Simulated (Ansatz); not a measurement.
# Run report: C₆H, single-point calculation

- system: C₆H (slab, 14 atoms in the cell)
- method: DFT PBE, scalar-relativistic, plane waves, PAW, PAW set soft_1, no spin polarisation (Ansatz 0.2.0)

The structure derives from a Materials Project entry. Figures and captions count atoms from 1; the log counts them from 0 in places.

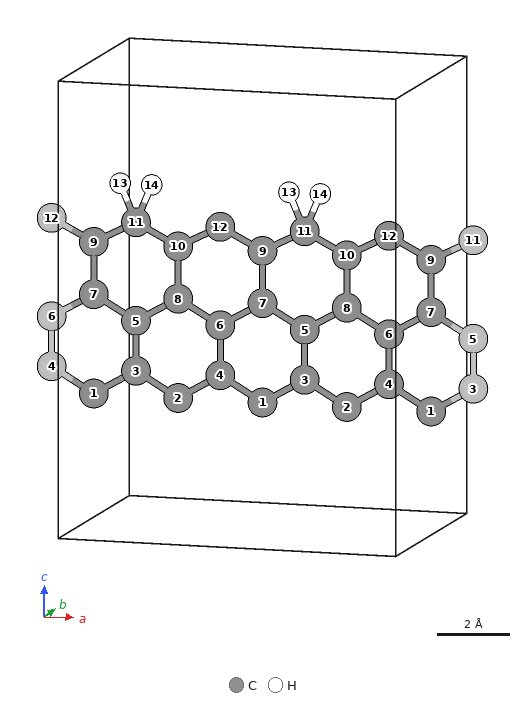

The structure as given in the input (ball-and-stick view of the 2 repeat of the cell, with the vacuum cut short, seen slightly off an axis; neighbours outside the cell are drawn fainter; atoms are numbered from 1 in the order of the input). An atom can appear more than once, as a periodic image.

Input:
```yaml
crystal:
  lattice:
    - [4.9326910638, 0.0, 0.0]
    - [0.0, 8.5222964205, 0.0]
    - [0.0, 0.0, 22.9416055954]
  atoms:
    - { symbol: C, position: [0.0, 0.0, 0.174355713] }
    - { symbol: C, position: [0.5, 0.0, 0.174355713] }
    - { symbol: C, position: [0.25, 0.0, 0.2053898368] }
    - { symbol: C, position: [0.75, 0.0, 0.2053898368] }
    - { symbol: C, position: [0.25, 0.0, 0.2674580844] }
    - { symbol: C, position: [0.75, 0.0, 0.2674580844] }
    - { symbol: C, position: [0.0, 0.0, 0.2977124344] }
    - { symbol: C, position: [0.5, 0.0, 0.2977124344] }
    - { symbol: C, position: [0.0, 0.0, 0.3626190265] }
    - { symbol: C, position: [0.5, 0.0, 0.3626190265] }
    - { symbol: C, position: [0.25, 0.0, 0.3897550046] }
    - { symbol: C, position: [0.75, 0.0, 0.3897550046] }
    - { symbol: H, position: [0.1568459804, 0.0, 0.4372669364] }
    - { symbol: H, position: [0.3431540196, 0.0, 0.4372669364] }
basis:
  ecutwfc: 420
kpoints:
  mp_grid: { grid: [6, 3, 1] }
hamiltonian:
  xc: pbe
  pseudopotentials: { kind: paw, azcp: { folder: soft_1 } }
scf:
  occupations: { method: gaussian, width: 0.1 }
output:
  forces: true
  eigenvalues: true
  write_density: true
  write_potential: true
  elf: true
  volumetric_format: npy
efield:
  axis: 3
  dipole_correction: true
  ramp_width: 0.04
```

Run on 1 thread of Arm Neoverse V2, 24 GiB of memory available, shared host.

Launch command:
```bash
ansatz run input.yaml --threads 1 --pin off --max-ram 3072MiB --backend cpu --events-out ev --progress --plain --runs-dir out
```

What the program printed:
```
Engine: ansatz 0.2.0, aarch64-unknown-linux-gnu
Pseudopotentials: kind: paw
Pseudopotential: C, paw, valence charge 4, recommended cutoff 420 eV (normal), [file]
Pseudopotential: H, paw, valence charge 1, recommended cutoff 420 eV (normal), [file]
Functional definition: PBE
  parameter kappa = 0.804
  parameter beta = 0.06672455060314922
  exchange = pbe_x(kappa = kappa, mu = beta*pi^2/3)
  correlation = pbe_c(beta = beta)
Crystal: 14 atoms, lattice volume = 964.416 Å³
Basis set: ecut = 420 eV, 18909 PW (Γ), exchange–correlation on 72×120×320 points (8 copies of the dense FFT grid, shifted against one another)
Bands: 39, of which v1, the nominal top of the filled ones, is band 25 counted from 1 (24 counted from 0)
Symmetry: 4 space group operations
Space group: Pmm2 (ITA 25), of the structure as read, at distance tolerance 9.9e-5 Å
k-points: 8 of 18
Non-local potential: C, projectors of the file, l = 0: 2, l = 1: 2, l = 2: 1
Non-local potential: H, projectors of the file, l = 0: 2, l = 1: 1
PAW form: soft (Blöchl's): semilocal exchange-correlation on the pseudo side does not see the compensation charge
PAW one-centre angular grid: C, 110 points (default); XC on 64 Gauss nodes
PAW one-centre angular grid: H, 110 points (default); XC on 64 Gauss nodes
Initial density: superposition of atomic densities (neutral atoms: chi_scale 0, normalization atom)
Initial wavefunctions: pseudopotential atomic-orbital guess
Functional: x = pbe(κ = 0.804, μ = 0.2195149727645171), c = pbe(β = 0.06672455060314922)
SCF iter   1: F=—  HF=-3038.315678 eV  |F-HF|=—  |Δ(HF+E_count)|=         —  Δρ=4.48e-2  dr2=2.37e1  ethr=3.10e-3  p=-0.000 e·Å  D=-1.78e-7 V/Å  ΔV_dip=0.00 eV  dr2_dipole=1.62e0  V_vac-E_F(+/−)=8.56/8.56 eV  ⟨swp⟩=8.0  Hψ=1748  notcnv=0  defer=32
efield: sawtooth ramp at fractional position 0.7858 (placed from the atoms, in the widest stretch of the axis that holds none; the zero of the levels goes with the place), width 0.0400; the density the first Hamiltonian is built on has a dipole p = -0.000 e·Å; the dipole correction subtracts the counter field D = -1.78e-7 V/Å, which shifts the + side's vacuum level by +0.00 eV against the − side's; the planar-averaged density in the ramp window peaks in size at 7.2e-7 e/Å³
preconditioner: auto → LDOS  [metal: Δε(μ)=0.088 eV  Ē_g=13.569 eV  σ=0.100 eV  W_gap=0.46  n_scr=78 (ndim 8)  ℏωp=8.0 eV  f_vac=0.779  D(μ)=8.43/eV (n_scr^D=22)  β→1.0]
SCF iter   2: F=—  HF=-3030.534198 eV  |F-HF|=—  |Δ(HF+E_count)|=    7.78e0  Δρ=1.50e-2  dr2=4.32e0  ethr=3.10e-3  p=0.724 e·Å  D=1.36e-1 V/Å  ΔV_dip=-3.12 eV  dr2_dipole=5.78e-1  V_vac-E_F(+/−)=4.11/7.22 eV  ⟨swp⟩=6.0  Hψ=919  notcnv=0  defer=46
SCF iter   3: F=—  HF=-3030.396441 eV  |F-HF|=—  |Δ(HF+E_count)|=   1.38e-1  Δρ=7.23e-3  dr2=1.20e0  ethr=3.10e-3  p=0.624 e·Å  D=1.17e-1 V/Å  ΔV_dip=-2.68 eV  dr2_dipole=6.98e-2  V_vac-E_F(+/−)=4.27/6.95 eV  ⟨swp⟩=3.5  Hψ=618  notcnv=0  defer=50
SCF iter   4: F=—  HF=-3030.306613 eV  |F-HF|=—  |Δ(HF+E_count)|=   8.98e-2  Δρ=4.55e-3  dr2=5.65e-1  ethr=2.40e-3  p=0.585 e·Å  D=1.10e-1 V/Å  ΔV_dip=-2.52 eV  dr2_dipole=8.31e-2  V_vac-E_F(+/−)=4.11/6.62 eV  ⟨swp⟩=2.0  Hψ=312  notcnv=0  defer=50
SCF iter   5: F=—  HF=-3030.266181 eV  |F-HF|=—  |Δ(HF+E_count)|=   4.04e-2  Δρ=2.80e-3  dr2=1.38e-1  ethr=1.13e-3  p=0.542 e·Å  D=1.02e-1 V/Å  ΔV_dip=-2.33 eV  dr2_dipole=8.56e-3  V_vac-E_F(+/−)=4.02/6.35 eV  ⟨swp⟩=2.1  Hψ=359  notcnv=0  defer=50
SCF iter   6: F=—  HF=-3030.252526 eV  |F-HF|=—  |Δ(HF+E_count)|=   1.37e-2  Δρ=1.65e-3  dr2=9.40e-2  ethr=2.75e-4  p=0.497 e·Å  D=9.32e-2 V/Å  ΔV_dip=-2.14 eV  dr2_dipole=1.37e-2  V_vac-E_F(+/−)=3.99/6.13 eV  ⟨swp⟩=2.4  Hψ=463  notcnv=0  defer=48
SCF iter   7: F=—  HF=-3030.250507 eV  |F-HF|=—  |Δ(HF+E_count)|=   2.02e-3  Δρ=1.14e-3  dr2=4.29e-2  ethr=1.88e-4  p=0.489 e·Å  D=9.18e-2 V/Å  ΔV_dip=-2.11 eV  dr2_dipole=6.50e-3  V_vac-E_F(+/−)=4.00/6.10 eV  ⟨swp⟩=1.9  Hψ=298  notcnv=0  defer=48
SCF iter   8: F=—  HF=-3030.249207 eV  |F-HF|=—  |Δ(HF+E_count)|=   1.30e-3  Δρ=4.25e-4  dr2=4.37e-3  ethr=8.59e-5  p=0.483 e·Å  D=9.07e-2 V/Å  ΔV_dip=-2.08 eV  dr2_dipole=1.91e-4  V_vac-E_F(+/−)=3.99/6.07 eV  ⟨swp⟩=2.1  Hψ=314  notcnv=0  defer=48
SCF iter   9: F=—  HF=-3030.248835 eV  |F-HF|=—  |Δ(HF+E_count)|=   3.72e-4  Δρ=2.39e-4  dr2=7.51e-4  ethr=8.74e-6  p=0.482 e·Å  D=9.05e-2 V/Å  ΔV_dip=-2.08 eV  dr2_dipole=2.66e-5  V_vac-E_F(+/−)=3.99/6.06 eV  ⟨swp⟩=2.2  Hψ=422  notcnv=0  defer=48
SCF iter  10: F=—  HF=-3030.248806 eV  |F-HF|=—  |Δ(HF+E_count)|=   2.91e-5  Δρ=1.05e-4  dr2=2.50e-4  ethr=1.50e-6  p=0.483 e·Å  D=9.06e-2 V/Å  ΔV_dip=-2.08 eV  dr2_dipole=4.10e-5  V_vac-E_F(+/−)=3.99/6.07 eV  ⟨swp⟩=2.9  Hψ=426  notcnv=0  defer=48
SCF iter  11: F=—  HF=-3030.248830 eV  |F-HF|=—  |Δ(HF+E_count)|=   2.41e-5  Δρ=4.14e-5  dr2=2.25e-5  ethr=5.01e-7  p=0.484 e·Å  D=9.09e-2 V/Å  ΔV_dip=-2.09 eV  dr2_dipole=5.85e-7  V_vac-E_F(+/−)=3.99/6.08 eV  ⟨swp⟩=1.0  Hψ=278  notcnv=0  defer=48
SCF iter  12: F=—  HF=-3030.248960 eV  |F-HF|=—  |Δ(HF+E_count)|=   1.29e-4  Δρ=2.54e-5  dr2=1.15e-5  ethr=4.50e-8  p=0.485 e·Å  D=9.10e-2 V/Å  ΔV_dip=-2.09 eV  dr2_dipole=1.57e-6  V_vac-E_F(+/−)=3.99/6.08 eV  ⟨swp⟩=2.6  Hψ=511  notcnv=0  defer=48
SCF iter  13: F=—  HF=-3030.248967 eV  |F-HF|=—  |Δ(HF+E_count)|=   6.92e-6  Δρ=8.36e-6  dr2=1.36e-6  ethr=2.31e-8  p=0.485 e·Å  D=9.10e-2 V/Å  ΔV_dip=-2.09 eV  dr2_dipole=1.19e-7  V_vac-E_F(+/−)=3.99/6.08 eV  ⟨swp⟩=2.0  Hψ=432  notcnv=0  defer=48
SCF iter  14: F=—  HF=-3030.248967 eV  |F-HF|=—  |Δ(HF+E_count)|=   8.82e-7  Δρ=3.99e-6  dr2=3.07e-7  ethr=2.73e-9  p=0.485 e·Å  D=9.10e-2 V/Å  ΔV_dip=-2.09 eV  dr2_dipole=1.55e-8  V_vac-E_F(+/−)=3.99/6.08 eV  ⟨swp⟩=1.9  Hψ=388  notcnv=0  defer=48
SCF iter  15: F=-3030.248968 eV  HF=-3030.248968 eV  |F-HF|=9.91e-8  |Δ(HF+E_count)|=   1.37e-7  Δρ=2.14e-6  dr2=5.67e-8  ethr=2.00e-10  p=0.485 e·Å  D=9.09e-2 V/Å  ΔV_dip=-2.09 eV  dr2_dipole=4.34e-10  V_vac-E_F(+/−)=3.99/6.08 eV  ⟨swp⟩=35.2  Hψ=3882  notcnv=0
SCF 1 converged in 15 iterations: F = -3030.248968 eV  dr2 = 5.67e-8
  greatest PAW one-centre occupation: 0.698 electrons in one spin orbital (limit 2), on the C atom at site 1 (counted from 0), in its partial waves of l = 0
```

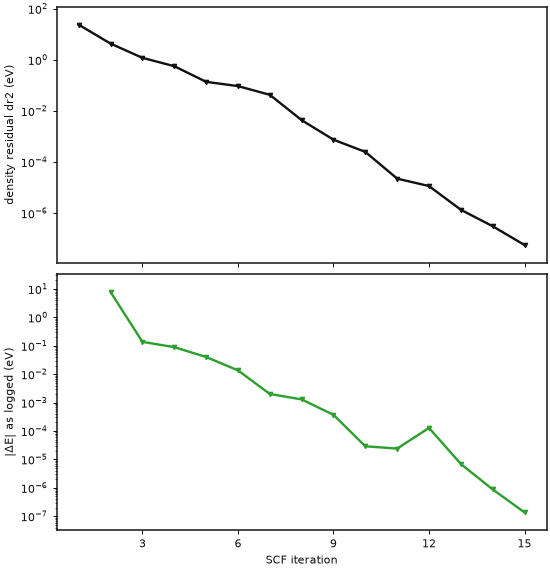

Convergence of the self-consistent field: density residual dr2 and size of the energy change against the SCF iteration. The residual falls at every step.

```
WARN: The output density's exchange-correlation potential varies sharply where the density is thin. Do not read a vacuum level from v_tot or v_xc, or from such a field of the output density. On a cell that repeats whose density bears no net charge and no dipole along the vacuum's axis use v_es (v_loc + v_h of the components); under efield.dipole_correction with no amplitude use v_es + v_field, which holds any external_charges[].barrier, or the levels of the report's work_function block, which leave it out; under a non-zero efield.amplitude the vacuum is tilted and has no level; on a cell that repeats and bears such a dipole with no correction it is tilted too, and efield.dipole_correction with no amplitude gives each side of its ramp a level where efield: is served; in a cell that repeats whose density bears a net charge (total_charge, or a fill off its count) it is curved and has none; of a slab under crystal.periodic whose density bears no net charge use v_es, which has a level on each side, short of where the two are joined; of another it falls or rises all the way out and has none; of a slab beside external_charges read slab_vacuum_level instead, which it has where they leave it neutral. The grid or the basis barely resolves most such structure, and the values can differ between equally converged runs; as a rule a tighter scf.convergence.dr2_threshold does not remove it. Where the density itself ripples (under the LDA too) a higher basis.ecutwfc lessens it. The files hold the spikes' plane waves up to the density's cutoff. Files: v_tot_of_output_density and the like, and their columns of v_z.tsv (output.write_potential); v_xc_of_output_density and the like, and their columns of v_comp_z.tsv (output.write_potential_components). Measured: with its Gaussian average of σ = 0.25 Å subtracted twice, the exchange-correlation potential is over 0.1 eV at 1933 of the grid points where the equally averaged density (valence and model cores) is under 1e-3 e/Å³, and 1.18 eV at the most among them, at an averaged density of 1.8e-5 e/Å³. The input density's (outcome.potential() and, of a run that writes arrays, v_tot and v_xc) is over 0.1 eV, so measured, at 2008 points of its own thin density, 1.00 eV at the most. See output.write_potential in the manual, Limitations
SCF converged after 15 iterations
Free energy (F): -3030.248968 eV
Harris-Foulkes:  -3030.248968 eV  (|F-HF|=9.91e-8)
Internal energy: -3030.203727 eV  (E = F + TS)
E sigma→0 (E₀):  -3030.226347 eV
Entropy (-TS):   -0.045241 eV (-3.231 meV/atom)
Fermi energy:    -3.640106 eV
Dipole field:    D = 0.090953 V/Å  (p = 0.484751 e·Å, saw-weighted, corrected)
Work function:   Φ+ = 3.9889 eV   Φ− = 6.0755 eV
Levels:          The Fermi level and band energies are counted from a zero that moves with the ramp; work functions are not
--- Per-component energies (eV) ---
  E_band       = -600.448581
  E_kinetic    = 1070.605476
  E_local      = -16605.933314  (includes V_loc(G=0)·N_el)
  E_nonlocal   = 286.304059
  E_hartree    = 7723.649674
  E_xc         = -573.898096
  E_vxc        = -706.810555  (∫ρ·V_xc dr)
  E_paw        = -1200.785241  (= ΣΔE_a)
  E_vpaw       = -93.701997  (= ΣTr[D̂ρ^β])
  E_aug_tail   = -0.001635  (compensation charges beyond the density's cutoff)
  E_efield     = 0.022045  (sawtooth field / dipole correction)
  E_vefield    = 1.792060  (∫n·V_field dr)
  E_ewald      = 6269.833305
  E_smearing   = -0.045241  (= −TS)
  E_closure    = -0.000000  (closes the sum)
  Σ components = -3030.248968   (vs F -3030.248968, Δ=0.00e0)
--- Forces (eV/Å), atoms counted from 1 ---
  atom   1  C     -0.30952024     0.00000000     2.11687877
  atom   2  C      0.30952024     0.00000000     2.11687877
  atom   3  C      0.00000000     0.00000000    -4.00688508
  atom   4  C      0.00000000     0.00000000    -3.06090898
  atom   5  C      0.00000000     0.00000000     1.31989543
  atom   6  C      0.00000000     0.00000000     1.44710802
  atom   7  C      0.26255811     0.00000000     0.59595965
  atom   8  C     -0.26255811     0.00000000     0.59595965
  atom   9  C     -2.01043765     0.00000000    -2.01998121
  atom  10  C      2.01043765     0.00000000    -2.01998121
  atom  11  C      0.00000000     0.00000000    -1.07917268
  atom  12  C      0.00000000     0.00000000     2.41093450
  atom  13  H     -0.47402340     0.00000000     0.79155952
  atom  14  H      0.47402340     0.00000000     0.79155952
  max |Σ_I F_I| component: 1.95e-4 eV/Å
--- Band table (eV; the first three rows and the last of 8) ---
  k-point 0: bands = ["-22.6108", "-21.4366", "-19.2888", "-18.3436", "-18.1724", "-17.2482", "-16.6100", "-15.8540", "-14.7854", "-14.3694", "-13.0008", "-11.1641", "-10.7639", "-10.4458", "-9.7786", "-9.2030", "-8.9537", "-8.6373", "-6.9643", "-6.8104", "-5.8140", "-5.7880", "-4.2385", "-3.9818", "-3.7917", "-3.4907", "-2.7329", "-1.4787", "-0.8547", "-0.5527", "-0.3679", "-0.1174", "0.2419", "0.7231", "1.2691", "1.3709", "1.8307", "2.2147", "2.5572"]
  k-point 1: bands = ["-22.6108", "-21.4366", "-19.2888", "-18.3436", "-18.1724", "-17.2482", "-16.6100", "-15.8540", "-14.7854", "-14.3694", "-13.0008", "-11.1641", "-10.7639", "-10.4460", "-9.7787", "-9.2030", "-8.9539", "-8.6374", "-6.9644", "-6.8106", "-5.8139", "-5.7879", "-4.2375", "-3.9818", "-3.7919", "-3.4895", "-2.7331", "-1.4788", "-0.8552", "-0.4660", "-0.3675", "-0.1768", "0.4406", "0.8259", "1.0665", "1.5580", "1.6370", "2.0285", "2.1437"]
  k-point 2: bands = ["-22.5049", "-21.3548", "-19.5679", "-19.0741", "-18.0883", "-16.9826", "-16.1966", "-15.7197", "-14.9963", "-13.3546", "-13.0455", "-11.5238", "-10.5099", "-10.3000", "-10.1050", "-9.2710", "-9.0667", "-8.8164", "-7.4524", "-6.9680", "-6.6526", "-5.6971", "-4.2382", "-3.8785", "-3.6569", "-3.4795", "-2.8717", "-1.2548", "-0.4905", "-0.3313", "-0.1397", "0.3954", "0.4296", "0.8552", "1.4166", "1.4840", "1.9886", "2.3797", "2.7152"]
  k-point 7: bands = ["-21.9546", "-21.1967", "-20.6649", "-19.6359", "-18.3552", "-17.3942", "-15.9166", "-13.6679", "-13.3588", "-13.2456", "-12.2799", "-11.8849", "-11.4548", "-10.5000", "-10.2047", "-9.6162", "-9.2993", "-8.9993", "-8.9878", "-7.9145", "-7.3392", "-5.6228", "-5.2604", "-3.9163", "-3.7178", "-3.7062", "-1.2474", "-0.6331", "-0.3406", "-0.1170", "1.2079", "1.6802", "1.8285", "1.9725", "2.2562", "2.2565", "2.4518", "2.5108", "2.9018"]
```

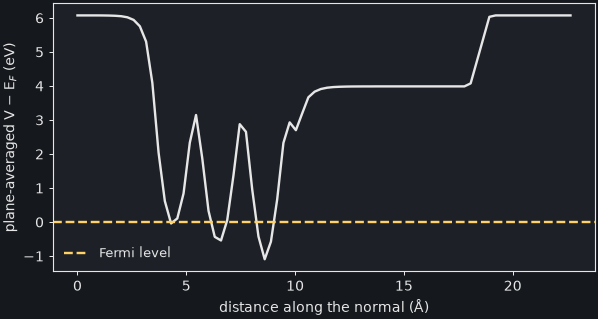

Plane average of the electrostatic potential energy of an electron across the cell, from the Fermi level. The vacuum level lies 3.99 eV above the Fermi level on the upper side and 6.08 eV on the lower.

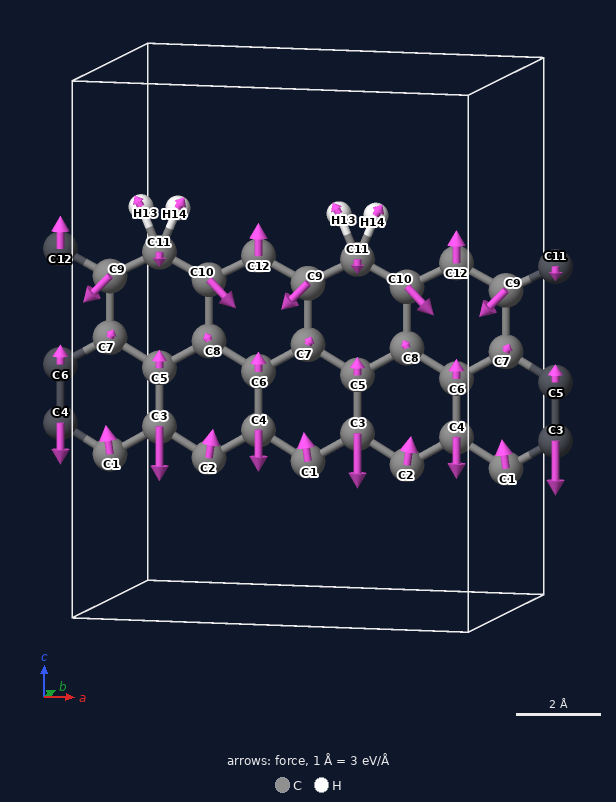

Forces on the atoms as pink arrows (ball-and-stick view of the 2 repeat of the cell, with the vacuum cut short, seen slightly off an axis; neighbours outside the cell are drawn fainter; atoms are numbered from 1 in the order of the input). The largest act on C3 (4.01 eV/Å); C4 (3.06 eV/Å); C9, C10 (2.85 eV/Å); C12 (2.41 eV/Å), among others. The geometry is not a stationary point of this energy.

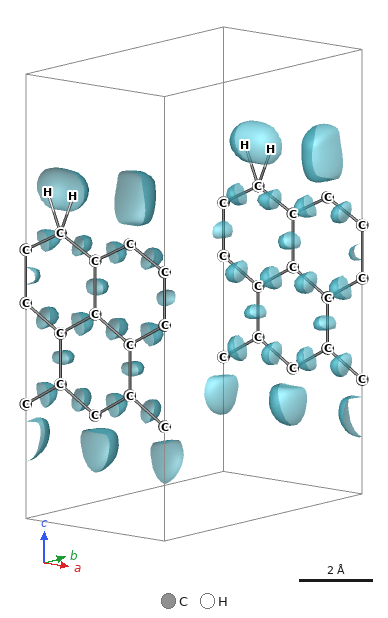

Isosurface of the ELF at 0.85 (cyan), seen at an oblique angle. Core shells and regions of very low density are left out. Sticks mark near contacts. Profiles from the grid: C–H (1.18 Å): the ELF climbs to about 1 towards the hydrogen, as it does in any bond to H; a covalent bond by its length. C–C (1.38 Å): the ELF peaks at about 0.90 between the atoms, which marks a covalent bond. The fields are those of the smooth PAW valence density.

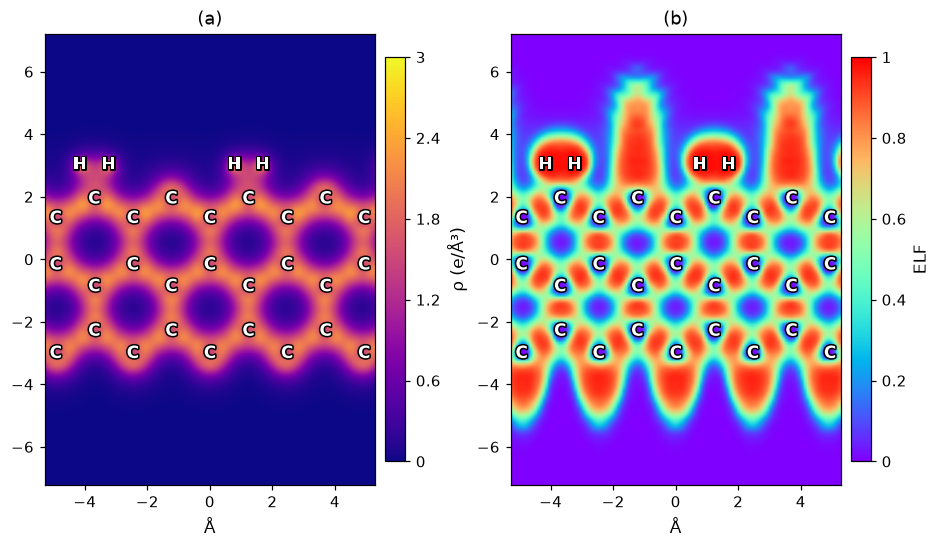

(a) valence pseudo-density; (b) ELF on the (010) plane of the calculation cell, a cut from vacuum to vacuum. Atoms in the plane: C and H. C–C (1.38 Å): ρ is about 2.1 e/Å³ halfway, a local maximum along the line; the ELF peaks at about 0.90 between the atoms (a covalent bond). C–C (1.42 Å): ρ at the midpoint is about 2 e/Å³, a local maximum along the line; the ELF peaks at about 0.95 between the atoms, which marks a shared electron pair. The density dies away to nearly zero in the vacuum.

Key numbers:

```csv
quantity,value
outcome,converged
electrons treated,50
free energy,−3030.2490 eV
"work function, top face",3.99 eV
"work function, bottom face",6.08 eV
Fermi energy,−3.640 eV
gap on the k-point mesh,none (metallic)
work function (upper face),3.99 eV
largest force (length of the vector),4.007 eV/Å
wall time,47 s
peak memory,0.84 GiB
```

The program warns: the exchange-correlation potential is rough where the density is thin.
